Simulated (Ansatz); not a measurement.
Geometry relaxation of SnO$_{2}$ (part 2 of 2)

Continued. System: SnO$_{2}$ (P4₂/mnm, 6 atoms in the cell). Method: DFT PBE, scalar-relativistic, plane waves, PAW, no spin polarisation (Ansatz 0.2.0); cutoff 420 eV, 6×6×8 k-mesh, Gaussian smearing of 0.02 eV. The structure derives from a Materials Project entry. It belongs to a series of runs on one base structure; here: uniaxial strain along c, a, b and atoms relaxed: -1.5 %.

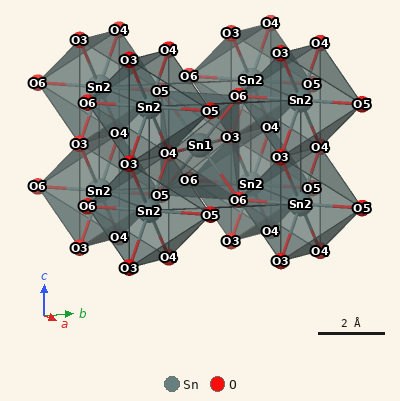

Fig. 1: The geometry at step 4 of the log (polyhedral view of the cell of the calculation, seen slightly off an axis; polyhedra are completed across the faces of the cell; atoms are numbered from 1 in the order of the input).

```
basis re-selected at this cell: Δ(F+E_penalty+E_count) = -1.017e-4 eV, ΔP = +0.001 GPa vs the last step (what re-selecting the basis moved, of the pressure what is left beyond the Pulay correction that the steps carried, after the strain that the cell walked since its last selection, with what the two solves' SCF thresholds leave and, on support functions, any second-order correction that the steps lacked; it is no measure of the basis error at this ecutwfc). This SCF's stress stands 2.30e-3 GPa from its target on what of the cell is left free (relax.cell.stress_tol is 1.50e-2 GPa) and its largest allowed force component is 5.20e-5 eV/Å (relax.f_tol is 8.00e-3 eV/Å): within both
SCF converged after 5 iterations
Free energy (F): -14317.953717 eV
Harris-Foulkes:  -14317.953717 eV  (|F-HF|=3.64e-12)
Internal energy: -14317.953717 eV  (E = F + TS)
E sigma→0 (E₀):  -14317.953717 eV
Fermi energy:    9.188627 eV
--- Per-component energies (eV) ---
  E_band       = -152.712143
  E_kinetic    = 1078.969564
  E_local      = -2972.116560  (includes V_loc(G=0)·N_el)
  E_nonlocal   = 133.964143
  E_hartree    = 1529.025763
  E_xc         = -1053.491494
  E_vxc        = -562.000083  (∫ρ·V_xc dr)
  E_paw        = -8928.617679  (= ΣΔE_a)
  E_vpaw       = -889.590653  (= ΣTr[D̂ρ^β])
  E_aug_tail   = 0.009868  (compensation charges beyond the density's cutoff)
  E_ewald      = -4105.697323
  E_smearing   = -0.000000  (= −TS)
  E_closure    = -0.000000  (closes the sum)
  Σ components = -14317.953717   (vs F -14317.953717, Δ=0.00e0)
--- Forces (eV/Å), atoms counted from 1 ---
  atom   1  Sn     0.00000000     0.00000000     0.00000000
  atom   2  Sn     0.00000000     0.00000000     0.00000000
  atom   3  O     -0.00005196     0.00005196    -0.00000000
  atom   4  O      0.00005196    -0.00005196     0.00000000
  atom   5  O      0.00005196     0.00005196     0.00000000
  atom   6  O     -0.00005196    -0.00005196    -0.00000000
  max |Σ_I F_I| component: 1.73e-18 eV/Å
--- Stress (GPa, compression-positive) ---
        0.002295      -0.000000       0.000000
       -0.000000       0.002295       0.000000
        0.000000       0.000000       4.439846
  P = ⅓ Tr σ = 1.4815 GPa (14.815 kbar)
--- Band table (eV; the first three rows and the last of 50) ---
  k-point 0: bands = ["-12.2681", "-11.6269", "-11.3811", "-11.3526", "-11.3526", "-11.2607", "-11.2499", "-11.1807", "-11.1570", "-11.1570", "-9.9026", "-8.2041", "-8.2041", "-6.6752", "0.7755", "4.8032", "4.8032", "5.1299", "5.8597", "6.7604", "6.8508", "7.5901", "7.5901", "8.0263", "8.0263", "8.7923", "9.5849", "14.7242", "15.0253", "15.0253", "18.9745", "19.2014"]
  k-point 1: bands = ["-12.1977", "-11.5492", "-11.4861", "-11.4861", "-11.3552", "-11.2692", "-11.2446", "-11.1807", "-11.1757", "-11.1757", "-9.8191", "-7.9808", "-7.9808", "-6.7734", "0.7828", "4.9443", "4.9443", "4.9617", "5.8424", "5.9610", "6.6177", "7.0307", "7.0307", "8.0587", "8.0587", "8.6757", "10.5853", "14.9952", "15.6595", "15.6595", "18.0684", "19.9824"]
  k-point 2: bands = ["-12.0140", "-11.7642", "-11.7642", "-11.4076", "-11.2859", "-11.2715", "-11.2306", "-11.2125", "-11.2125", "-11.1819", "-9.5390", "-7.4817", "-7.4817", "-7.0854", "0.8468", "4.2537", "4.7029", "5.2809", "5.2809", "6.0359", "6.0359", "6.1862", "6.2549", "7.9715", "7.9715", "8.3429", "12.1528", "15.3373", "17.0472", "17.0472", "17.3911", "20.0489"]
  k-point 49: bands = ["-12.0931", "-12.0931", "-11.5954", "-11.5954", "-11.2628", "-11.2628", "-11.1928", "-11.1928", "-11.1413", "-11.1413", "-8.1838", "-8.1838", "-6.8828", "-6.8828", "1.0572", "1.0572", "3.9888", "3.9888", "6.2617", "6.2617", "6.2885", "6.2885", "7.8588", "7.8588", "7.9815", "7.9815", "13.1669", "13.1669", "17.4369", "17.4369", "19.4182", "19.4182"]
--- Relaxed structure (4 steps of the walk, 4 accepted, 2 SCFs on fresh bases) ---
  F+E_penalty+E_count = -14317.95371703 eV   max|allowed force component| = 5.196e-5 eV/Å   (the final SCF, on the basis selected at the relaxed cell)
  cell:  # Å, volume = 75.1579 Å³
    - [4.8542313326743525, 3.2805982408729286e-128, 4.581097799191194e-113]
    - [3.2805982408729286e-128, 4.8542313326743525, 6.058192826606403e-130]
    - [3.015664858621591e-113, 3.9880133572297595e-130, 3.189579966]
  atoms:
    - { symbol: Sn, position: [0.5, 0.5, 0.5] }
    - { symbol: Sn, position: [-2.890285487907913e-20, 1.4917602518234405e-20, 3.616625343330618e-36] }
    - { symbol: O, position: [0.19382830697214867, 0.8061716930278514, 0.5] }
    - { symbol: O, position: [0.8061716930278514, 0.19382830697214867, 0.5] }
    - { symbol: O, position: [0.3061716930278514, 0.3061716930278514, -3.931115322220614e-36] }
    - { symbol: O, position: [0.6938283069721488, 0.6938283069721488, -1.5724525560689955e-37] }
```

Trajectory as extended XYZ (Å, eV, eV/Å), 6 frames, from step=1 to step=6:
```
6
Lattice="4.8453 0.0000 0.0000 0.0000 4.8453 0.0000 0.0000 0.0000 3.1896" Properties=species:S:1:pos:R:3:forces:R:3 step=1 energy=-14317.95274 pressure_GPa=2.21
Sn    2.4226    2.4226    1.5948    0.0000   0.0000   0.0000
Sn    0.0000    0.0000    0.0000    0.0000   0.0000   0.0000
O     0.9372    3.9081    1.5948    0.0485  -0.0485   0.0000
O     3.9081    0.9372    1.5948   -0.0485   0.0485   0.0000
O     1.4855    1.4855    0.0000   -0.0485  -0.0485   0.0000
O     3.3598    3.3598    0.0000    0.0485   0.0485   0.0000
6
Lattice="4.8552 0.0000 0.0000 0.0000 4.8552 0.0000 0.0000 0.0000 3.1896" Properties=species:S:1:pos:R:3:forces:R:3 step=2 energy=-14317.95213 pressure_GPa=1.37
Sn    2.4276    2.4276    1.5948    0.0000   0.0000   0.0000
Sn    0.0000    0.0000    0.0000    0.0000   0.0000   0.0000
O     0.9412    3.9140    1.5948   -0.0036   0.0036   0.0000
O     3.9140    0.9412    1.5948    0.0036  -0.0036   0.0000
O     1.4864    1.4864    0.0000    0.0036   0.0036   0.0000
O     3.3688    3.3688    0.0000   -0.0036  -0.0036   0.0000
6
Lattice="4.8538 0.0000 0.0000 0.0000 4.8538 0.0000 0.0000 0.0000 3.1896" Properties=species:S:1:pos:R:3:forces:R:3 step=3 energy=-14317.95237 pressure_GPa=1.48
Sn    2.4269    2.4269    1.5948    0.0000   0.0000   0.0000
Sn    0.0000    0.0000    0.0000    0.0000   0.0000   0.0000
O     0.9408    3.9131    1.5948    0.0013  -0.0013   0.0000
O     3.9131    0.9408    1.5948   -0.0013   0.0013   0.0000
O     1.4862    1.4862    0.0000   -0.0013  -0.0013   0.0000
O     3.3677    3.3677    0.0000    0.0013   0.0013   0.0000
6
Lattice="4.8538 0.0000 0.0000 0.0000 4.8538 0.0000 0.0000 0.0000 3.1896" Properties=species:S:1:pos:R:3:forces:R:3 step=4 energy=-14317.95368 pressure_GPa=1.51
Sn    2.4269    2.4269    1.5948    0.0000   0.0000   0.0000
Sn    0.0000    0.0000    0.0000    0.0000   0.0000   0.0000
O     0.9408    3.9131    1.5948    0.0012  -0.0012   0.0000
O     3.9131    0.9408    1.5948   -0.0012   0.0012   0.0000
O     1.4862    1.4862    0.0000   -0.0012  -0.0012   0.0000
O     3.3677    3.3677    0.0000    0.0012   0.0012   0.0000
6
Lattice="4.8542 0.0000 0.0000 0.0000 4.8542 0.0000 0.0000 0.0000 3.1896" Properties=species:S:1:pos:R:3:forces:R:3 step=5 energy=-14317.95362 pressure_GPa=1.48
Sn    2.4271    2.4271    1.5948    0.0000   0.0000   0.0000
Sn    0.0000    0.0000    0.0000    0.0000   0.0000   0.0000
O     0.9409    3.9133    1.5948    0.0000   0.0000   0.0000
O     3.9133    0.9409    1.5948    0.0000   0.0000   0.0000
O     1.4862    1.4862    0.0000    0.0000   0.0000   0.0000
O     3.3680    3.3680    0.0000    0.0000   0.0000   0.0000
6
Lattice="4.8542 0.0000 0.0000 0.0000 4.8542 0.0000 0.0000 0.0000 3.1896" Properties=species:S:1:pos:R:3:forces:R:3 step=6 energy=-14317.95372 pressure_GPa=1.48
Sn    2.4271    2.4271    1.5948    0.0000   0.0000   0.0000
Sn    0.0000    0.0000    0.0000    0.0000   0.0000   0.0000
O     0.9409    3.9133    1.5948   -0.0001   0.0001   0.0000
O     3.9133    0.9409    1.5948    0.0001  -0.0001   0.0000
O     1.4862    1.4862    0.0000    0.0001   0.0001   0.0000
O     3.3680    3.3680    0.0000   -0.0001  -0.0001   0.0000
```

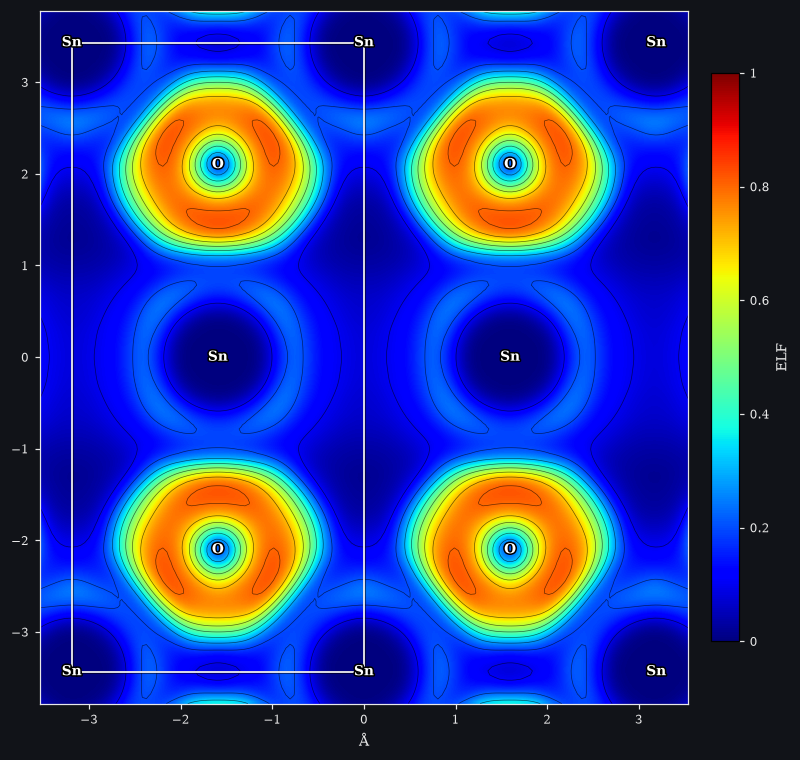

Fig. 2: Electron localisation function on the (11̄0) plane of the conventional cell. Atoms in the plane: Sn and O. Sn–O (2.08 Å): the ELF is about 0.25 at the midpoint. Core electrons are frozen (PAW), so the fields are smoothed inside the atomic spheres.

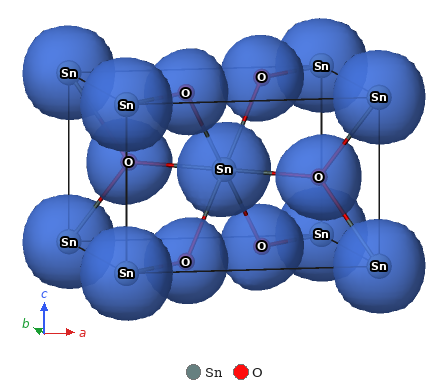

Fig. 3: Isosurface of the valence charge density (pseudo) at 0.8 e/Å³ (blue), seen slightly off an axis. Sticks mark near contacts. The outline is the cell set on symmetry axes. At this value the density breaks into separate islands; it holds about 75 % of the electrons treated as valence (semicore included). It is pinched off along the Sn–O (2.08 Å) contacts. On the grid the lowest density along these lines, outside the cores, is 0.65 e/Å³ (Sn–O, 2.08 Å).

The run was set up as follows.

The input:
```yaml
crystal:
  lattice:
    - [4.8452923145, 0.0, 0.0]
    - [0.0, 4.8452923145, 0.0]
    - [0.0, 0.0, 3.189579966]
  atoms:
    - { symbol: Sn, position: [0.5, 0.5, 0.5] }
    - { symbol: Sn, position: [0.0, 0.0, 0.0] }
    - { symbol: O, position: [0.1934234765, 0.8065765235, 0.5] }
    - { symbol: O, position: [0.8065765235, 0.1934234765, 0.5] }
    - { symbol: O, position: [0.3065765235, 0.3065765235, 0.0] }
    - { symbol: O, position: [0.6934234765, 0.6934234765, 0.0] }
basis:
  ecutwfc: 420
kpoints:
  mp_grid: { grid: [6, 6, 8] }
hamiltonian:
  xc: pbe
scf:
  occupations: { method: gaussian, width: 0.02 }
output:
  forces: true
  stress: true
  eigenvalues: true
  write_density: true
  write_potential: true
  elf: true
  volumetric_format: npy
relax:
  adjacent_minimum: "off"
  f_tol: 0.008
  max_steps: 40
  cell: { stress_tol: 0.015, fix: [c, angles] }
```

Command:
```bash
ansatz run input.yaml --threads 1 --pin off --max-ram 2560MiB --backend cpu --events-out ev --progress --plain --runs-dir out
```

Results in brief:

```json
{"quantity": "outcome", "value": "converged"}
{"quantity": "space group (tolerance 0.01 Å)", "value": "P4₂/mnm (136)"}
{"quantity": "electrons treated", "value": "52"}
{"quantity": "free energy", "value": "−14317.9537 eV"}
{"quantity": "Fermi energy", "value": "9.189 eV"}
{"quantity": "gap on the k-point mesh", "value": "0.79 eV"}
{"quantity": "pressure", "value": "1.48 GPa"}
{"quantity": "final volume", "value": "75.16 Å³"}
{"quantity": "largest force (length of the vector) at the end", "value": "under 0.001 eV/Å"}
{"quantity": "final cell", "value": "a = 4.854 Å, b = 4.854 Å, c = 3.190 Å, α = 90.00°, β = 90.00°, γ = 90.00°"}
{"quantity": "hardware", "value": "1 thread of AMD EPYC (Zen 3), 32 GiB of memory available, shared host"}
{"quantity": "wall time", "value": "27 s"}
{"quantity": "peak memory", "value": "0.43 GiB"}
```
